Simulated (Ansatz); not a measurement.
Hf$_{8}$HO$_{16}$ (cell with a defect)

Input file:

```
crystal:
  lattice:
    - [-4.2678164926, 0.0, -5.2715617563]
    - [5.1609167906, 5.2121152801, -0.0053389574]
    - [5.1609167906, -5.2121152801, -0.0053389574]
  atoms:
    - { symbol: Hf, position: [0.2916270117, 0.0122122638, 0.5551490437] }
    - { symbol: Hf, position: [0.2916270117, 0.5122122638, 0.0551490437] }
    - { symbol: Hf, position: [0.2083729883, 0.4448509563, 0.4877877362] }
    - { symbol: Hf, position: [0.2083729883, 0.9448509563, 0.9877877362] }
    - { symbol: Hf, position: [0.7083729883, 0.4877877362, 0.9448509563] }
    - { symbol: Hf, position: [0.7083729883, 0.9877877362, 0.4448509563] }
    - { symbol: Hf, position: [0.7842726584, 0.0429538696, 0.0171592757], spin: 0.167 }
    - { symbol: Hf, position: [0.7916270117, 0.5551490437, 0.5122122638] }
    - { symbol: O, position: [0.0233531331, 0.1076614915, 0.3648748622] }
    - { symbol: O, position: [0.0233531331, 0.6076614915, 0.8648748622] }
    - { symbol: O, position: [0.4766468669, 0.1351251378, 0.8923385085] }
    - { symbol: O, position: [0.4766468669, 0.6351251378, 0.3923385085] }
    - { symbol: O, position: [0.9766468669, 0.3923385085, 0.1351251378] }
    - { symbol: O, position: [0.9766468669, 0.8923385085, 0.6351251378] }
    - { symbol: O, position: [0.5233531331, 0.3648748622, 0.6076614915] }
    - { symbol: O, position: [0.5173040531, 0.8605065501, 0.1096331159], spin: 0.167 }
    - { symbol: O, position: [0.6483876112, 0.0089415714, 0.6954217561], spin: 0.167 }
    - { symbol: O, position: [0.6515820661, 0.5236752837, 0.195027379] }
    - { symbol: O, position: [0.8484179339, 0.804972621, 0.9763247163] }
    - { symbol: O, position: [0.8484179339, 0.304972621, 0.4763247163] }
    - { symbol: O, position: [0.3507561094, 0.4807923809, 0.8036833173], spin: 0.167 }
    - { symbol: O, position: [0.3484179339, 0.9763247163, 0.304972621] }
    - { symbol: O, position: [0.1647282044, 0.7021935245, 0.520911297], spin: 0.167 }
    - { symbol: O, position: [0.1515820661, 0.195027379, 0.0236752837] }
    - { symbol: H, position: [0.4699340771, 0.8131986739, 0.8209307875], spin: 0.167 }
  host:
    lattice:
      - [5.1609167906, 0.0, -0.0053389574]
      - [0.0, 5.2121152801, 0.0]
      - [-0.893100298, 0.0, 5.2769007137]
    atoms:
      - { symbol: Hf, position: [0.2757342958, 0.4570632201, 0.7083729883] }
      - { symbol: Hf, position: [0.7242657042, 0.9570632201, 0.7916270117] }
      - { symbol: Hf, position: [0.7242657042, 0.5429367799, 0.2916270117] }
      - { symbol: Hf, position: [0.2757342958, 0.0429367799, 0.2083729883] }
      - { symbol: O, position: [0.4491832205, 0.7427866293, 0.9766468669] }
      - { symbol: O, position: [0.5508167795, 0.2427866293, 0.5233531331] }
      - { symbol: O, position: [0.5508167795, 0.2572133707, 0.0233531331] }
      - { symbol: O, position: [0.4491832205, 0.7572133707, 0.4766468669] }
      - { symbol: O, position: [0.0671205966, 0.3286479047, 0.3484179339] }
      - { symbol: O, position: [0.9328794034, 0.8286479047, 0.1515820661] }
      - { symbol: O, position: [0.9328794034, 0.6713520953, 0.6515820661] }
      - { symbol: O, position: [0.0671205966, 0.1713520953, 0.8484179339] }
basis:
  ecutwfc: 420
  xc_grid: 2
kpoints:
  mp_grid: { grid: [2, 2, 2], shift: [0.5, 0.5, 0.5] }
hamiltonian:
  xc: pbe
scf:
  occupations: { method: gaussian, width: 0.02 }
  lower_state_search: "off"
output:
  forces: true
  stress: false
  eigenvalues: true
  populations: true
  charged_corrections:
    defect_position: [0.45833333, 0.8125, 0.8125]
    epsilon: [[21.7109, 0.0, 1.5798], [0.0, 19.8712, 0.0], [1.5798, 0.0, 16.4012]]
  write_density: true
  write_potential: true
  elf: true
  volumetric_format: npy
magnetization:
  spin_polarized: true
relax:
  adjacent_minimum: "off"
  f_tol: 0.03
  max_steps: 40
```

Run with:

```sh
ansatz run input.yaml --threads 8 --pin off --max-ram 16384MiB --backend cpu --events-out ev --progress --plain --runs-dir out
```

The fields are those of the run's last geometry, not of the input's.

Spin-polarised.

Level of theory: DFT PBE, scalar-relativistic, plane waves, PAW (Ansatz).

The density is the valence pseudo-density of a PAW calculation; it isn't the true density close to the nuclei.

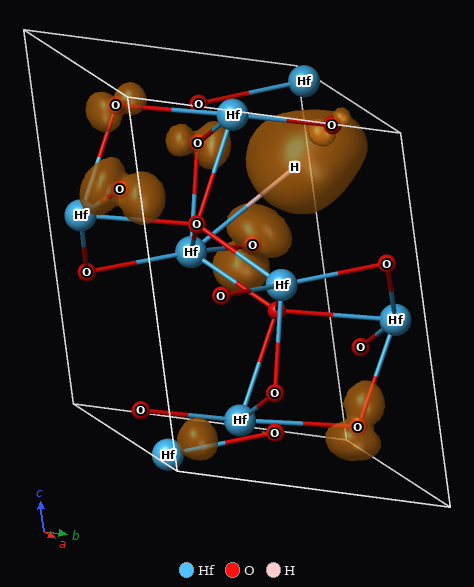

Figure 1. Isosurface of the spin density (up minus down) at +0.02 e/Å³ (orange), seen slightly off an axis. Sticks mark near contacts.

### Describe the spin distribution.

The spin density sits on H: +0.4 μB in one cell of 25 atoms, with smaller moments on O (up to +0.11 μB): with much of the spin spread outside that site. The cell of the calculation (25 atoms) carries 1.0 μB of net spin moment.

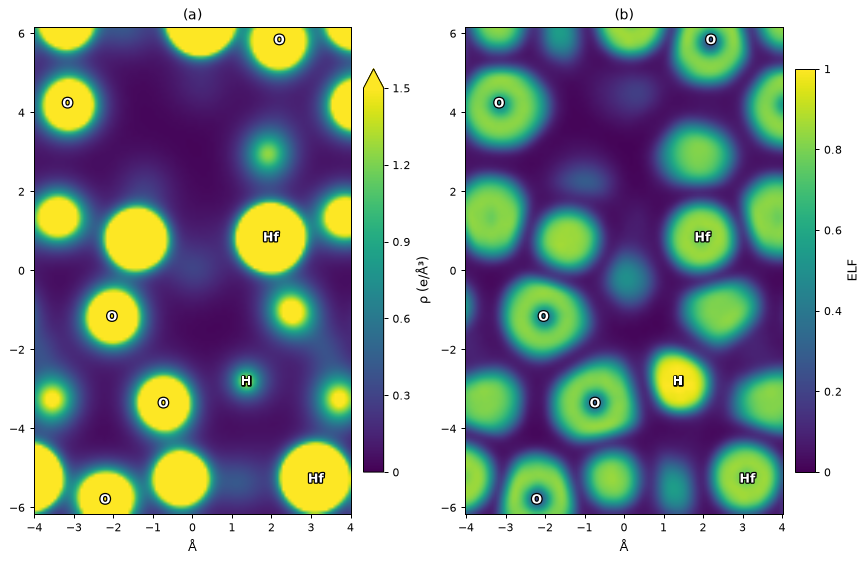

Figure 2. (a) valence pseudo-density; (b) ELF on the (101) plane of the calculation cell.

### Read the bonding off the picture.

- The plane passes through Hf, O and H nuclei.
- Atoms just off the plane (Hf, 0.4 Å away and O, 0.5 Å away) can leave unmarked features too.
- Between the atoms the lowest density in this plane is 0.02 e/Å³.
- The features right at Hf lie inside the PAW spheres, where the map follows smoothed inner orbitals and isn't to be read closely.

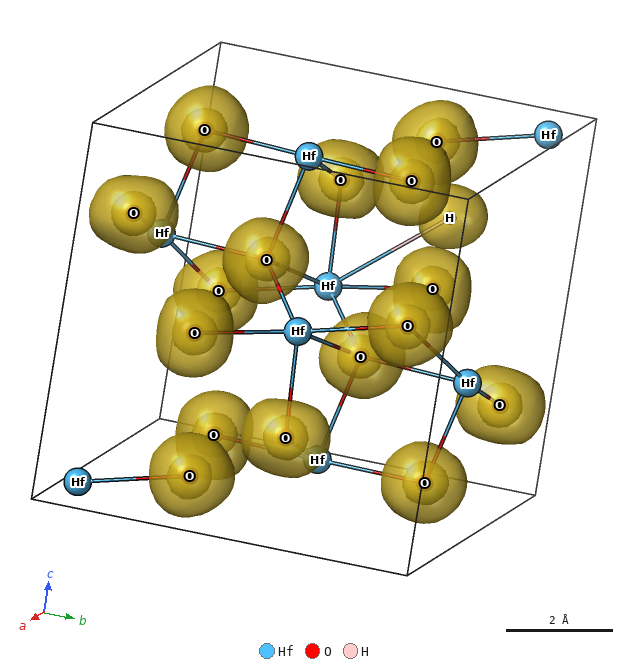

Figure 3. Isosurface of the electron localisation function at 0.75 (yellow), seen slightly off an axis. Core shells and regions of very low density are left out. Sticks mark near contacts.

### Describe the localisation domains.

The ELF exceeds this value in one region around a hydrogen nucleus and 16 regions wrapped around O (the valence shell of each), counted in one cell of 25 atoms. Any copies at cell faces, edges or corners count once.


Hf–O (2.05 Å): the ELF peaks at about 0.85 in the valence shell of O, 0.6 Å from its nucleus, and drops to about 0.20 between the two atoms: no shared electron pair shows on this line. Hf–H (2.12 Å): the ELF climbs to about 1 towards the hydrogen.

### Does the calculation make it a metal, or give it a gap?

It is gapped, with a Kohn–Sham gap of 1.4 eV on the k-point mesh, an upper bound to the gap of this method.
